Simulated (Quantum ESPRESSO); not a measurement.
**A series of single points on Sc**

System: Sc (P6₃/mmc, 2 atoms in the cell).
Method: Kohn-Sham DFT of a periodic cell, PBE, SSSP 1.3 efficiency PBE, no spin polarisation (Quantum ESPRESSO 7.5).

The 7 runs differ only in the geometry, by an even scaling of the cell at fixed fractional positions. The structure derives from an entry of the Crystallography Open Database.

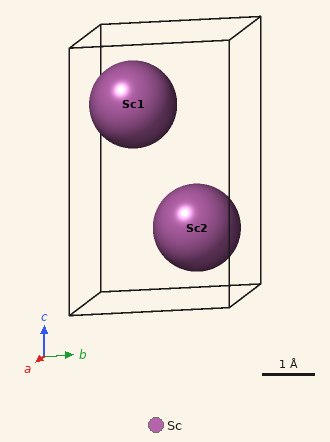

Figure 1. The structure of run 4 (spheres-only view of the cell of the calculation, seen slightly off an axis; atoms are numbered from 1 in the order of the input).

**Input of run 4**
```
&CONTROL
  calculation = 'scf'
  prefix = 'pwscf'
  outdir = './tmp'
  pseudo_dir = './pseudo'
  tprnfor = .true.
  tstress = .true.
  disk_io = 'nowf'
/
&SYSTEM
  ibrav = 0
  nat = 2
  ntyp = 1
  ecutwfc = 60
  nbnd = 18
  occupations = 'smearing'
  smearing = 'fd'
  degauss = 0.00367493
/
&ELECTRONS
  conv_thr = 4d-10
  electron_maxstep = 120
  mixing_beta = 0.5
/
ATOMIC_SPECIES
Sc    44.9559 Sc_ONCV_PBE-1.0.oncvpsp.upf
CELL_PARAMETERS angstrom
   3.3090000000    0.0000000000    0.0000000000
  -1.6545000000    2.8656780611    0.0000000000
   0.0000000000    0.0000000000    5.2733000000
ATOMIC_POSITIONS crystal
Sc     0.6666666667    0.3333333333    0.7500000000
Sc     0.3333333333    0.6666666667    0.2500000000
K_POINTS automatic
9 9 5 0 0 0
```

Command:
```bash
OMP_NUM_THREADS=1 pw.x -in pw.in > pw.out
```

Run 5 differs from it as follows:
```diff
-   3.3090000000    0.0000000000    0.0000000000
-  -1.6545000000    2.8656780611    0.0000000000
-   0.0000000000    0.0000000000    5.2733000000
+   3.3309145459    0.0000000000    0.0000000000
+  -1.6654572730    2.8846566146    0.0000000000
+   0.0000000000    0.0000000000    5.3082235343
```

**Results, with one run withheld**

| run | volume per atom (Å³) | free energy per atom, from the lowest run given (meV) | pressure (GPa) |
| --- | --- | --- | --- |
| 1 | 23.502 | 10.63 | 2.98 |
| 2 | 24.002 | 3.37 | 1.69 |
| 3 | 24.502 | 0.00 | 0.49 |
| 4 | 25.002 | 0.20 | −0.60 |
| 5 | 25.502 | ? | ? |
| 6 | 26.002 | 10.12 | −2.52 |
| 7 | 26.502 | 19.32 | −3.36 |

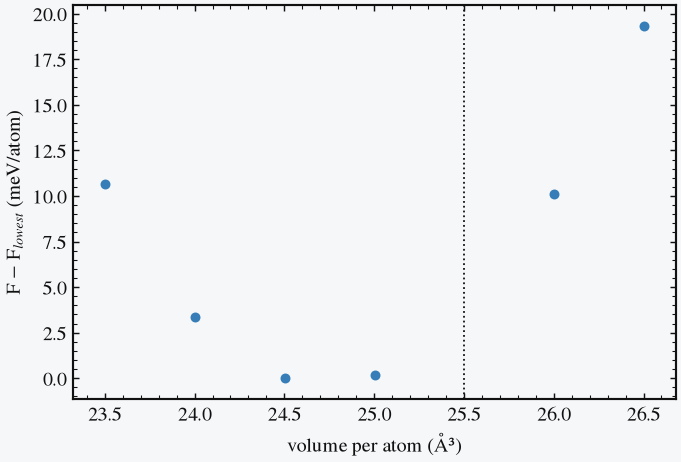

Figure 2. Free energy per atom of the runs given; the dotted line marks run 5.

Fit the runs given and predict run 5.

A cubic polynomial in V^(−2/3) (the Birch–Murnaghan form), fitted to the 6 runs given, misses them by under 0.01 meV per atom. With x = V^(−2/3) − 0.11733 Å⁻², it reads F = −0.15689 − 691.75 x + 6.8199e+05 x² − 1.9185e+06 x³ (meV per atom). At run 5 it gives 3.66 meV per atom, and the run itself gives 3.66. The slope of the fit gives a pressure −dF/dV of −1.60 GPa there, and the run prints −1.61 GPa. The fit has its minimum at 24.721 Å³ per atom, where V d²F/dV² gives 54.3 GPa. Cell shape and fractional positions are held, so this is the stiffness under even scaling; the relaxed bulk modulus wasn't computed.

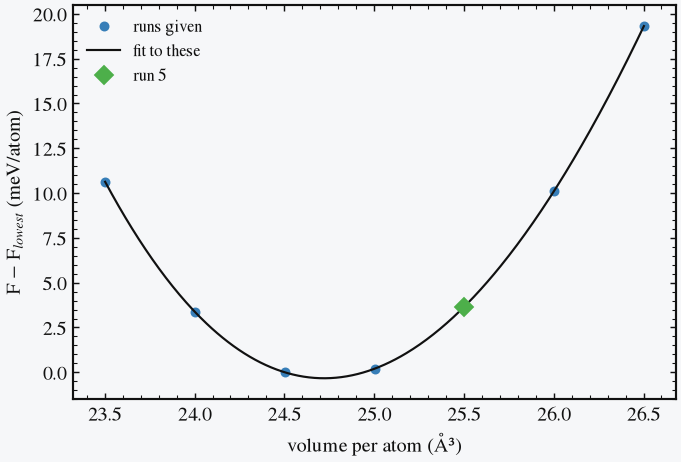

Figure 3. The fit and the withheld run.

**Some lines of the output (run 5)**
```
[...]
     unit-cell volume          =     344.1941 (a.u.)^3
     number of k points=    36  Fermi-Dirac smearing, width (Ry)=  0.0037
     total energy              =    -183.72589714 Ry
     total energy              =    -183.72983936 Ry
     total energy              =    -183.73005443 Ry
     total energy              =    -183.73005930 Ry
     total energy              =    -183.73008777 Ry
     total energy              =    -183.73009189 Ry
     total energy              =    -183.73009218 Ry
     the Fermi energy is     9.0606 ev
!    total energy              =    -183.73009219 Ry
     The total energy is F=E-TS. E is the sum of the following terms:
     Computing stress (Cartesian axis) and pressure
          total   stress  (Ry/bohr**3)                   (kbar)     P=      -16.08
```
